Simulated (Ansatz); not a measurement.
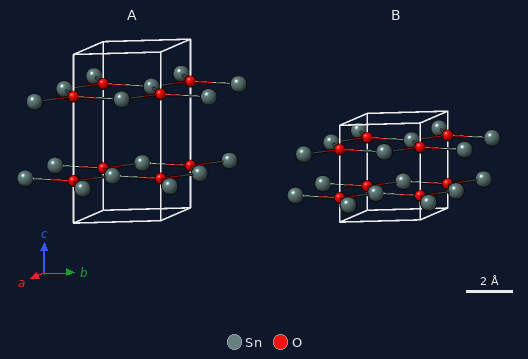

Two geometries of solid SnO (a generated structure, set up in P6_3/mmc) (coarse preliminary run), drawn at one scale. One is the start of a relaxation, the other its converged end. The picture is a ball-and-stick view of the cell of the calculation, seen slightly off an axis.

Level of theory: DFT PBE, scalar-relativistic, plane waves, PAW in Ansatz 0.2.0. (plane-wave cutoff 420 eV; k-point mesh 6 × 6 × 4; occupations gaussian; smearing width 0.1 eV; no spin polarisation; cell and atoms relaxed; force threshold 0.04 eV/Å; at most 70 steps)

### Which one is relaxed?

Structure A is the relaxed one. No atom moves by more than 0.005 Å relative to the cell. The volume changes by +105.0 %, with a = b 3.569 → 3.871 Å (+8.5 %), c 4.283 → 7.458 Å (+74.1 %). Among the contacts that change: O–Sn 2.060 → 2.235 Å. The space group stays P6_3/mmc (No. 194). Over 18 accepted moves (22 points after the start) the energy falls by 1301 meV per atom. All forces vanish by symmetry, so only the cell relaxes. The pressure goes from 64.35 to 0.15 GPa. The SCF was repeated 4 times at an unchanged geometry on a basis and grid sized afresh for the cell, which shifted the energy by 150 meV per atom at most. The run took 41 s on 1 thread of Intel(R) Xeon(R) Platinum 8488C (Sapphire Rapids), with other jobs on the host, peak memory 0.43 GiB.
